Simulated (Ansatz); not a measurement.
P

The calculation's input:

```
crystal:
  lattice:
    - [3.28372772, 0.0, 0.0]
    - [0.0, 34.85703099, 0.0]
    - [0.0, 0.0, 4.63208471]
  atoms:
    - { symbol: P, position: [0.0, 0.9745647225, 0.59215072] }
    - { symbol: P, position: [0.0, 0.0340418625, 0.40784928] }
    - { symbol: P, position: [0.5, 0.0254352775, 0.09215072] }
    - { symbol: P, position: [0.5, 0.9659581375, 0.90784928] }
basis:
  ecutwfc: 500
kpoints:
  mp_grid: { grid: [8, 1, 6] }
hamiltonian:
  xc: r2scan
scf:
  occupations: { method: gaussian, width: 0.05 }
output:
  forces: true
  stress: true
  eigenvalues: true
  write_density: true
  write_potential: true
  elf: true
  volumetric_format: npy
```

Command:

```sh
ansatz run input.yaml --threads 2 --pin off --max-ram 5120MiB --backend cpu --events-out ev --progress --plain --runs-dir out
```

Below, planes, directions and counts refer to the conventional cell (a = 3.28 Å, b = 34.86 Å, c = 4.63 Å, α = 90.00°, β = 90.00°, γ = 90.00°).

Space group Pmn2₁; a structure from a database of computed crystals, not necessarily the ambient phase; not relaxed (largest force 0.6 eV/Å).

Level of theory: Ansatz 0.2.0, DFT r2SCAN, scalar-relativistic, plane waves, PAW.

The density is the valence pseudo-density of a PAW calculation; it isn't the true density close to the nuclei.

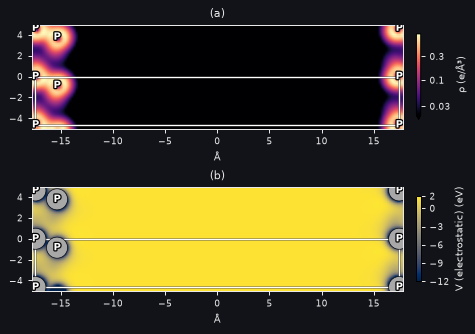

Figure 1. (a) valence electron density; (b) electrostatic potential (local pseudopotential plus Hartree) felt by an electron on the (100) plane of the conventional cell. Grey discs cover the atomic cores in the potential map.

Question: Describe what can be read from this map.

Answer:
- The plane passes through P nuclei.
- P–P (2.24 Å): ρ at the midpoint is about 0.75 e/Å³.
- The density dies away to nearly zero in the voids.
- Outside the cores the potential energy rises away from the atoms and is highest about 2.4 Å from the nearest atoms; its zero is arbitrary.

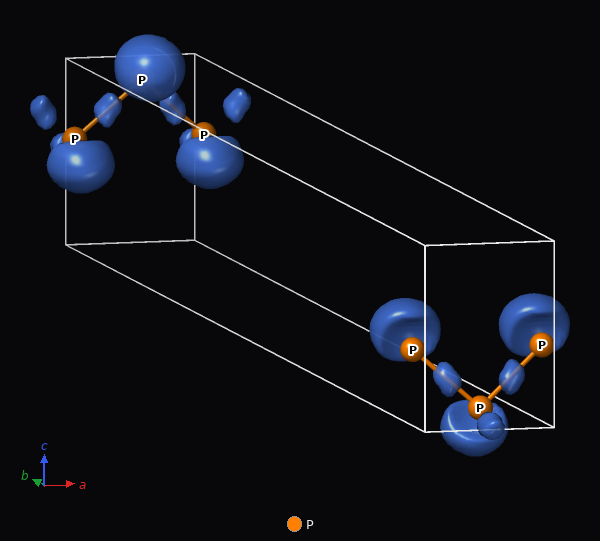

Figure 2. Isosurface of the electron localisation function at 0.85 (blue), seen slightly off an axis. Only the valence region is drawn (cores and ρ < 0.01 e/Å³ removed). Sticks mark near contacts.

Question: Where are the electrons localised?

Answer: At this value the surface marks out six regions between bonded P–P atoms (shared pairs) and four lobes on P, pointing away from the bonds (lone pairs), counted in one cell of 4 atoms. Any copies at cell faces, edges or corners count once.


P–P (2.22 Å): the ELF peaks at about 0.90 between the atoms (localised, covalent bonding).

Question: Does the calculation give a band gap?

Answer: It is gapped, with a Kohn–Sham gap of 1.5 eV on the k-point mesh (the band edges may lie off the mesh, which would make the gap smaller).
